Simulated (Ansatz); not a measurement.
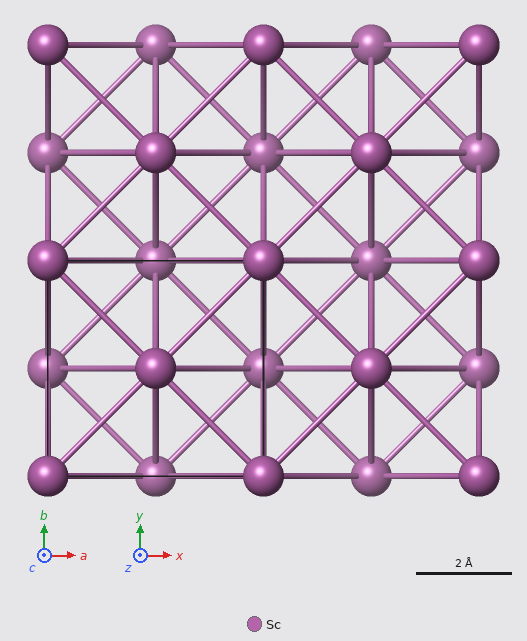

A crystal of Sc (Fm-3m): the cell is strained along x and oppositely along y, with the atoms kept at their fractional coordinates. x, y and z are the Cartesian axes of the input. The picture shows the reference cell. Style: ball-and-stick. Shown: the conventional cell (4 times the calculation's cell), repeated 2 × 2 × 1 with one cell outlined, along the c axis. Lengths and directions refer to the drawn axes.

All numbers below come from Ansatz 0.2.0, DFT r2SCAN, scalar-relativistic, plane waves, PAW. Settings: plane-wave cutoff 500 eV; k-point mesh 18 × 18 × 18; occupations gaussian; smearing width 0.15 eV; no spin polarisation. Energies (free energies at the smearing named) are counted from the cell as listed in its source, which wasn't relaxed.

```
Sc
1.0
     0.00000    2.27050    2.27050
     2.27050    0.00000    2.27050
     2.27050    2.27050    0.00000
Sc
1
Direct
  0.00000 0.00000 0.00000
```

What energies does the calculation give (the strain: −0.0600, −0.0450, −0.0300, −0.0150, 0.0000, 0.0075, 0.0150, 0.0225, 0.0300, 0.0375, 0.0450, 0.0525, 0.0600)?

Answer.
| strain | ΔE (meV/atom) |
| --- | --- |
| −0.0600 | 9.0 |
| −0.0450 | 5.1 |
| −0.0300 | 2.3 |
| −0.0150 | 0.6 |
| 0.0000 | 0.0 |
| 0.0075 | 0.1 |
| 0.0150 | 0.6 |
| 0.0225 | 1.3 |
| 0.0300 | 2.3 |
| 0.0375 | 3.6 |
| 0.0450 | 5.1 |
| 0.0525 | 7.0 |
| 0.0600 | 9.0 |

Points that are alike by symmetry were computed once.

Of the computed points the lowest is at the strain 0.00, 0.0 meV/atom. The end points stand at 9.0 meV/atom (−0.06) and 9.0 meV/atom (0.06). The unrelaxed reference is under a pressure of 4.1 GPa. The distortion takes the space group from Fm-3m to Fmmm. At the strain −0.06 the cell of the drawing goes a 4.541 → 4.269 Å, b 4.541 → 4.813 Å.
